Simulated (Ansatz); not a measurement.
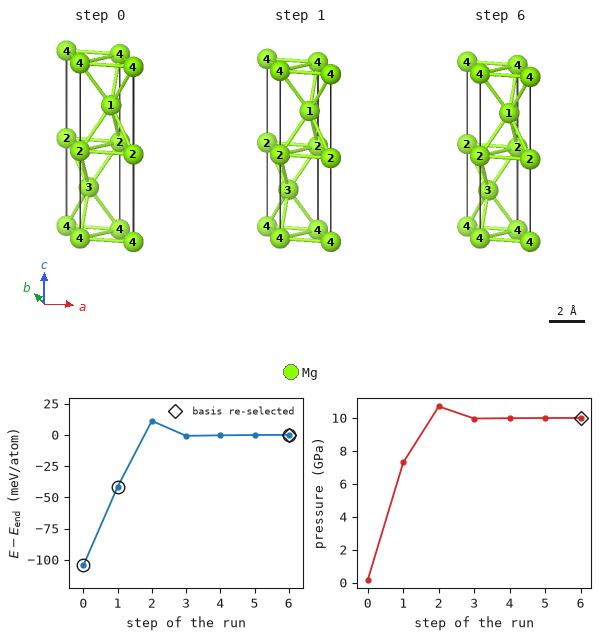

Frames of a relaxation of solid Mg (set up in P6_3/mmc), marked on the history of the run. The picture is a ball-and-stick view of the cell of the calculation, seen slightly off an axis.

The run lets cell and atoms move.

Theory: Kohn-Sham DFT of a periodic cell, PBEsol, Ansatz PAW (Ansatz 0.2.0).

Input file:
```yaml
crystal:
  lattice:
    - [3.1768261656, 0.0, 0.0]
    - [-1.5884130828, 2.7512121628, 0.0]
    - [0.0, 0.0, 10.31886201]
  atoms:
    - { symbol: Mg, position: [0.6666666667, 0.3333333333, 0.75] }
    - { symbol: Mg, position: [0.0, 0.0, 0.5] }
    - { symbol: Mg, position: [0.3333333333, 0.6666666667, 0.25] }
    - { symbol: Mg, position: [0.0, 0.0, 0.0] }
hamiltonian:
  xc: pbesol
  pseudopotentials: { kind: paw }
kpoints:
  mp_grid: { grid: [10, 10, 3] }
scf:
  occupations: { method: fermi_dirac, width: 0.05 }
output:
  forces: true
  stress: true
  eigenvalues: true
relax:
  f_tol: 0.01
  max_steps: 40
  cell: { stress_tol: 0.05, p_target: 10.0 }
```

Command:
```bash
ansatz run input.yaml --threads 2 --pin off --max-ram 5632MiB --backend cpu --events-out ev --progress --plain --runs-dir out
```

**What happens along the run?**

After 5 accepted moves (6 points after the start) the energy has risen by 104 meV per atom. With the target pressure of 10 GPa, the enthalpy E + pV changes by −133 meV per atom. All forces vanish by symmetry, so only the cell relaxes. The pressure goes from 0.18 to 10.00 GPa. The SCF was repeated once at an unchanged geometry on a basis and grid sized afresh for the cell, which shifted the energy by 0.1 meV per atom at most. The atoms keep their places relative to the cell (all moves are under 0.005 Å). Cell: a = b 3.177 → 2.986 Å (−6.0 %), c 10.319 → 9.711 Å (−5.9 %). Volume −16.9 %. Among the contacts that change: Mg1–Mg1 3.177 → 2.986 Å, Mg1–Mg2 3.165 → 2.978 Å. The space group stays P6_3/mmc (No. 194). Cost: 2.9 s on 2 threads of AMD EPYC 9R45 96-Core Processor (Zen 5) (shared host), peak memory 0.43 GiB. From step 0 to 1: volume −13.4 %, energy +62.9 meV per atom. From step 1 to 6: volume −4.0 %, energy +41.5 meV per atom.
